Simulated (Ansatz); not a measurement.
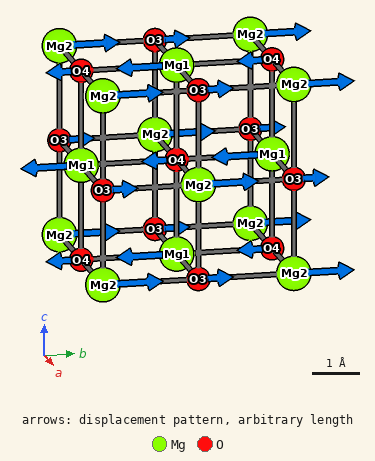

Phonons of crystalline MgO, space group Fm-3m (No. 225), at the zone centre of a doubled cell. The levels lie at 284 (×2), 388 (×3), 415, 437 (×2), 535 cm⁻¹. One mode is drawn. Displacements are drawn as blue arrows; their common scale and sign are arbitrary. Style: ball-and-stick. Shown: the conventional cell (2 times the calculation's cell), slightly off an axis. Lengths and directions refer to the drawn axes.

The calculation used Ansatz 0.2.0, DFT PBEsol, scalar-relativistic, plane waves, PAW. Set-up: plane-wave cutoff 420 eV; k-point mesh 8 × 8 × 6; occupations gaussian; smearing width 0.05 eV; no spin polarisation.

Frequencies are those without the non-analytic (LO–TO) term.

> To which level does it belong?

The level at 284 cm⁻¹. This is a doubly degenerate mode (one member of the set is drawn), the lowest level (the three translations aside). All motion is along b; atoms of one kind move against one another, with no net shift of any sublattice; it mainly bends the Mg–O bonds; the kinetic energy is shared as Mg 83 %, O 17 %. It changes sign from one half of the doubled cell to the other: it belongs to the zone boundary, q = (0, 1/2, 1/2) in the reciprocal vectors of the undoubled cell.
